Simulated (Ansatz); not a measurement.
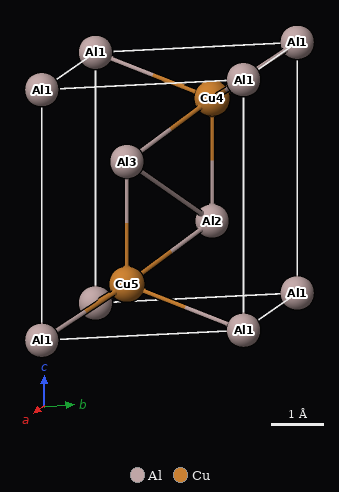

The input geometry of run A (ball-and-stick view of the cell of the calculation, seen slightly off an axis; atoms are numbered from 1 in the order of the input). An atom can appear more than once, as a periodic image.

## What a change does: geometry relaxation on Al₃Cu₂

System: Al₃Cu₂ (5 atoms in the cell).
Method of run A: DFT PBEsol, scalar-relativistic, plane waves, PAW, no spin polarisation (Ansatz 0.2.0).

The structure derives from a Materials Project entry. Text and figures count atoms from 1; the logs count them from 0 in places.

**Input file, run A**
```yaml
crystal:
  lattice:
    - [4.0919516368, 0.0, 0.0]
    - [-2.0459758184, 3.5437340685, 0.0]
    - [0.0, 0.0, 4.9927787]
  atoms:
    - { symbol: Al, position: [0.0, 0.0, 0.0] }
    - { symbol: Al, position: [0.3333333333, 0.6666666667, 0.34992535] }
    - { symbol: Al, position: [0.6666666667, 0.3333333333, 0.65007465] }
    - { symbol: Cu, position: [0.3333333333, 0.6666666667, 0.83951213] }
    - { symbol: Cu, position: [0.6666666667, 0.3333333333, 0.16048787] }
basis:
  ecutwfc: 420
kpoints:
  mp_grid: { grid: [12, 12, 8] }
hamiltonian:
  xc: pbesol
scf:
  occupations: { method: gaussian, width: 0.1 }
output:
  forces: true
  stress: true
  eigenvalues: true
relax:
  adjacent_minimum: "off"
  f_tol: 0.01
  max_steps: 60
  cell: { stress_tol: 0.05 }
```

Command:
```bash
ansatz run input.yaml --threads 1 --pin off --max-ram 2560MiB --backend cpu --events-out ev --progress --plain --runs-dir out
```

Hardware: 1 thread of Intel Xeon @ 2.70GHz, 189 GiB of memory available, shared host.

**Output, shortened to warnings, some set-up lines, iterations and results (run A)**
```
Basis set: ecut = 420 eV, 1397 PW (Γ), exchange–correlation on 60×60×72 points (8 copies of the dense FFT grid, shifted against one another)
Symmetry: 12 space group operations
k-points: 131 of 1152
Initial density: superposition of atomic densities (neutral atoms: chi_scale 0, normalization atom), corrected by the library's trained network
[...]
SCF iter   1: F=—  HF=-14752.052121 eV  |F-HF|=—  |Δ(HF+E_count)|=         —  Δρ=1.14e-2  dr2=5.83e-2  ethr=1.77e-3  ⟨swp⟩=6.3  Hψ=17002  notcnv=0
SCF iter   2: F=—  HF=-14752.041767 eV  |F-HF|=—  |Δ(HF+E_count)|=   1.04e-2  Δρ=1.57e-3  dr2=3.04e-3  ethr=1.24e-4  ⟨swp⟩=2.0  Hψ=6998  notcnv=0  defer=114
SCF iter   3: F=—  HF=-14752.040907 eV  |F-HF|=—  |Δ(HF+E_count)|=   8.60e-4  Δρ=1.55e-3  dr2=2.60e-3  ethr=6.47e-6  ⟨swp⟩=2.0  Hψ=4922  notcnv=0  defer=114
SCF iter   4: F=—  HF=-14752.040422 eV  |F-HF|=—  |Δ(HF+E_count)|=   4.85e-4  Δρ=6.49e-4  dr2=6.14e-4  ethr=5.53e-6  ⟨swp⟩=1.0  Hψ=3661  notcnv=0  defer=114
SCF iter   5: F=—  HF=-14752.040288 eV  |F-HF|=—  |Δ(HF+E_count)|=   1.35e-4  Δρ=1.59e-4  dr2=3.98e-5  ethr=1.31e-6  ⟨swp⟩=2.0  Hψ=4508  notcnv=0  defer=114
[... 31 lines ...]
SCF iter   4: F=—  HF=-14752.041657 eV  |F-HF|=—  |Δ(HF+E_count)|=  1.62e-10  Δρ=3.72e-7  dr2=8.38e-11  ethr=1.00e-12  ⟨swp⟩=2.1  Hψ=5633  notcnv=0
SCF iter   5: F=-14752.041657 eV  HF=-14752.041657 eV  |F-HF|=1.82e-12  |Δ(HF+E_count)|=  1.82e-11  Δρ=8.52e-8  dr2=1.46e-11  ethr=1.00e-12  ⟨swp⟩=1.0  Hψ=3799  notcnv=0
SCF iter   6: F=-14752.041657 eV  HF=-14752.041657 eV  |F-HF|=0.00e0  |Δ(HF+E_count)|=  5.46e-12  Δρ=3.36e-8  dr2=1.11e-12  ethr=1.00e-12  ⟨swp⟩=2.7  Hψ=10611  notcnv=0
SCF 5 converged in 6 iterations: F = -14752.041657 eV  dr2 = 1.11e-12
relax step   5: F+E_penalty+E_count = -14752.04165674 eV  Δ(F+E_penalty+E_count) = -3.857e-5 eV  max|allowed force component| = 2.529e-3 eV/Å  Δτ_max = 0.0000 Å  P = -0.027 …
basis re-selected at this cell: Δ(F+E_penalty+E_count) = -3.857e-5 eV, ΔP = +0.000 GPa vs the last step (what re-selecting the basis moved, of the pressure what is left beyond the Pulay correction that the steps carried, after the strain that the cell walked since its last selection, with what the …
SCF converged after 6 iterations
Free energy (F): -14752.041657 eV
Harris-Foulkes:  -14752.041657 eV  (|F-HF|=0.00e0)
Internal energy: -14752.034792 eV  (E = F + TS)
E sigma→0 (E₀):  -14752.038225 eV
Entropy (-TS):   -0.006864 eV (-1.373 meV/atom)
Fermi energy:    11.267055 eV
--- Per-component energies (eV) ---
  E_band       = -932.196380
  E_kinetic    = 672.039973
  E_local      = -11633.543735  (includes V_loc(G=0)·N_el)
  E_nonlocal   = 803.086476
  E_hartree    = 5221.292872
  E_xc         = -299.330044
  E_vxc        = -322.392596  (∫ρ·V_xc dr)
  E_paw        = -4608.241646  (= ΣΔE_a)
  E_vpaw       = -893.972861  (= ΣTr[D̂ρ^β])
  E_aug_tail   = 0.000504  (compensation charges beyond the density's cutoff)
  E_ewald      = -4907.809013
  E_core_change = 0.469821  (= ΣΔE_core)
  E_smearing   = -0.006864  (= −TS)
  E_closure    = -0.000000  (closes the sum)
  Σ components = -14752.041657   (vs F -14752.041657, Δ=0.00e0)
--- Forces (eV/Å), atoms counted from 1 ---
  atom   1  Al     0.00000000     0.00000000     0.00000000
  atom   2  Al    -0.00000000     0.00000000    -0.00252925
  atom   3  Al     0.00000000     0.00000000     0.00252925
  atom   4  Cu    -0.00000000     0.00000000     0.00029608
  atom   5  Cu     0.00000000     0.00000000    -0.00029608
  max |Σ_I F_I| component: 8.10e-18 eV/Å
--- Stress (GPa, compression-positive) ---
       -0.020939      -0.000000       0.000000
       -0.000000      -0.020939       0.000000
        0.000000       0.000000      -0.039435
  P = ⅓ Tr σ = -0.0271 GPa (-0.271 kbar)
--- Relaxed structure (4 steps of the walk, 4 accepted, 1 SCFs on fresh bases) ---
  F+E_penalty+E_count = -14752.04165674 eV   max|allowed force component| = 2.529e-3 eV/Å   (the final SCF, on the basis selected at the relaxed cell)
  cell:  # Å, volume = 72.4788 Å³
    - [4.098585604492608, 4.412009634394088e-34, -1.5671352030652487e-19]
    - [-2.049292802246304, 3.5494792530757975, 7.835676015326353e-20]
    - [-1.9121338560178928e-19, 4.921870818111412e-33, 4.982100844789908]
  atoms:
[...]
```

The input of run B differs as follows (lines with − go, lines with + come):
```diff
+  dispersion: d3bjatm
```

What does this change do to the results?

The total energies belong to different models, so their difference says nothing on which is more stable or more accurate. The volume per atom goes from 14.50 to 14.05 Å³. The number of SCF iterations is the same.

**Output, shortened to warnings, some set-up lines, iterations and results (run B)**
```
Basis set: ecut = 420 eV, 1397 PW (Γ), exchange–correlation on 60×60×72 points (8 copies of the dense FFT grid, shifted against one another)
Symmetry: 12 space group operations
k-points: 131 of 1152
Initial density: superposition of atomic densities (neutral atoms: chi_scale 0, normalization atom), corrected by the library's trained network
[...]
SCF iter   1: F=—  HF=-14753.810575 eV  |F-HF|=—  |Δ(HF+E_count)|=         —  Δρ=1.14e-2  dr2=5.83e-2  ethr=1.77e-3  ⟨swp⟩=6.3  Hψ=17002  notcnv=0
SCF iter   2: F=—  HF=-14753.800221 eV  |F-HF|=—  |Δ(HF+E_count)|=   1.04e-2  Δρ=1.57e-3  dr2=3.04e-3  ethr=1.24e-4  ⟨swp⟩=2.0  Hψ=6998  notcnv=0  defer=114
SCF iter   3: F=—  HF=-14753.799361 eV  |F-HF|=—  |Δ(HF+E_count)|=   8.60e-4  Δρ=1.55e-3  dr2=2.60e-3  ethr=6.47e-6  ⟨swp⟩=2.0  Hψ=4922  notcnv=0  defer=114
SCF iter   4: F=—  HF=-14753.798876 eV  |F-HF|=—  |Δ(HF+E_count)|=   4.85e-4  Δρ=6.49e-4  dr2=6.14e-4  ethr=5.53e-6  ⟨swp⟩=1.0  Hψ=3661  notcnv=0  defer=114
SCF iter   5: F=—  HF=-14753.798742 eV  |F-HF|=—  |Δ(HF+E_count)|=   1.35e-4  Δρ=1.59e-4  dr2=3.98e-5  ethr=1.31e-6  ⟨swp⟩=2.0  Hψ=4508  notcnv=0  defer=114
[... 31 lines ...]
SCF iter   4: F=—  HF=-14753.823667 eV  |F-HF|=—  |Δ(HF+E_count)|=   2.36e-9  Δρ=4.31e-6  dr2=2.29e-9  ethr=2.79e-11  ⟨swp⟩=2.0  Hψ=5171  notcnv=0
SCF iter   5: F=—  HF=-14753.823667 eV  |F-HF|=—  |Δ(HF+E_count)|=   1.33e-9  Δρ=1.25e-6  dr2=1.48e-10  ethr=4.87e-12  ⟨swp⟩=1.0  Hψ=3799  notcnv=0
SCF iter   6: F=-14753.823667 eV  HF=-14753.823667 eV  |F-HF|=1.82e-12  |Δ(HF+E_count)|=  1.13e-10  Δρ=2.17e-7  dr2=5.11e-12  ethr=1.00e-12  ⟨swp⟩=4.2  Hψ=12609  notcnv=0
SCF 5 converged in 6 iterations: F = -14753.823667 eV  dr2 = 5.11e-12
relax step   5: F+E_penalty+E_count = -14753.82366657 eV  Δ(F+E_penalty+E_count) = +8.352e-4 eV  max|allowed force component| = 8.361e-3 eV/Å  Δτ_max = 0.0000 Å  P = +0.018 …
basis re-selected at this cell: Δ(F+E_penalty+E_count) = +8.352e-4 eV, ΔP = -0.011 GPa vs the last step (what re-selecting the basis moved, of the pressure what is left beyond the Pulay correction that the steps carried, after the strain that the cell walked since its last selection, with what the …
SCF converged after 6 iterations
Free energy (F): -14753.823667 eV
Harris-Foulkes:  -14753.823667 eV  (|F-HF|=1.82e-12)
Internal energy: -14753.817338 eV  (E = F + TS)
E sigma→0 (E₀):  -14753.820502 eV
Entropy (-TS):   -0.006329 eV (-1.266 meV/atom)
Fermi energy:    11.725925 eV
--- Per-component energies (eV) ---
  E_band       = -916.552931
  E_kinetic    = 674.434346
  E_local      = -11549.187230  (includes V_loc(G=0)·N_el)
  E_nonlocal   = 802.592522
  E_hartree    = 5186.121627
  E_xc         = -300.618483
  E_vxc        = -324.063289  (∫ρ·V_xc dr)
  E_paw        = -4607.593017  (= ΣΔE_a)
  E_vpaw       = -892.573058  (= ΣTr[D̂ρ^β])
  E_aug_tail   = 0.000439  (compensation charges beyond the density's cutoff)
  E_ewald      = -4958.230306
  E_disp       = -1.807057  (pairwise vdW)
  E_core_change = 0.469821  (= ΣΔE_core)
  E_smearing   = -0.006329  (= −TS)
  E_closure    = -0.000000  (closes the sum)
  Σ components = -14753.823667   (vs F -14753.823667, Δ=0.00e0)
--- Forces (eV/Å), atoms counted from 1 ---
  atom   1  Al     0.00000000     0.00000000     0.00000000
  atom   2  Al    -0.00000000    -0.00000000    -0.00017401
  atom   3  Al     0.00000000     0.00000000     0.00017401
  atom   4  Cu    -0.00000000    -0.00000000     0.00836100
  atom   5  Cu     0.00000000     0.00000000    -0.00836100
  max |Σ_I F_I| component: 4.63e-18 eV/Å
--- Stress (GPa, compression-positive) ---
        0.026739      -0.000000       0.000000
       -0.000000       0.026739       0.000000
       -0.000000       0.000000       0.001508
  P = ⅓ Tr σ = 0.0183 GPa (0.183 kbar)
--- Relaxed structure (4 steps of the walk, 4 accepted, 1 SCFs on fresh bases) ---
  F+E_penalty+E_count = -14753.82366657 eV   max|allowed force component| = 8.361e-3 eV/Å   (the final SCF, on the basis selected at the relaxed cell)
  cell:  # Å, volume = 70.2622 Å³
    - [4.055555961231985, 3.52960770751527e-33, -6.334277713217814e-18]
    - [-2.0277779806159923, 3.5122144888963156, 3.1671388566089086e-18]
[...]
```

**The two runs side by side**

| quantity | run A | run B |
| --- | --- | --- |
| outcome | converged | converged |
| free energy per atom (eV) | −2950.4083 | −2950.7647 |
| energy per atom, smearing taken to zero (eV) | −2950.4076 | −2950.7641 |
| gap on the mesh (eV) | 0.00 | 0.00 |
| pressure (GPa) | −0.03 | 0.02 |
| volume per atom (Å³) | 14.50 | 14.05 |
| largest force (eV/Å) | 0.003 | 0.008 |
| SCF iterations | 31 | 31 |
| irreducible k-points | 131 | 131 |
| wall time (shared host) | 66 s | 79 s |
